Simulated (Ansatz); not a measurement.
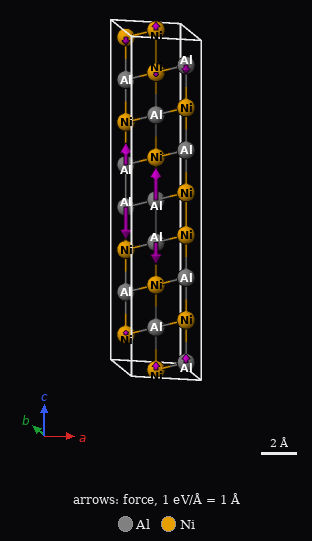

Starting geometry of an interface cell of composition AlNi with the computed forces as purple arrows. The picture is a ball-and-stick view of the cell of the calculation (origin shifted), seen slightly off an axis.

Case: antiphase boundary on (1 1 1), species swapped.

The calculation used Ansatz, DFT PBE, scalar-relativistic, plane waves, PAW. Set-up: plane-wave cutoff 420 eV; k-point mesh 12 × 12 × 2; occupations gaussian; smearing width 0.1 eV; no spin polarisation; cell relaxed at fixed a, b, alpha, beta, gamma; force threshold 0.02 eV/Å; at most 45 steps.

**Is this structure relaxed? If not, where do the atoms go?**

It isn't relaxed: the largest force vector, on Al atoms, is 1.97 eV/Å. The atoms end up moving mostly along the starting forces (cosine between the two patterns 0.87). The largest moves relative to the cell, 0.19 Å, are those of Al atoms. Largest moves by element: Al 0.19 Å, Ni 0.07 Å. The volume changes by +1.5 %, with a = b unchanged at 4.091 Å, c 20.044 → 20.338 Å (+1.5 %). Some distances before and after: Al–Al 2.505 → 2.865 Å, Al–Al 2.505 → 2.664 Å, Ni–Ni 2.505 → 2.612 Å, Al–Al 2.505 → 2.598 Å. The energy falls by 0.581 eV per cell of the calculation in 4 accepted moves (5 points after the start). Largest force component: 2 eV/Å at the start, 0.0054 eV/Å at the end. The pressure goes from 1.41 to −0.74 GPa. The SCF was repeated once at an unchanged geometry on a basis and grid sized afresh for the cell, which shifted the energy by 1.9 meV per cell of the calculation at most. The run took 2.7 min on 4 threads of Intel(R) Xeon(R) Platinum 8375C CPU @ 2.90GHz (Ice Lake), with other jobs on the host, peak memory 2.1 GiB.
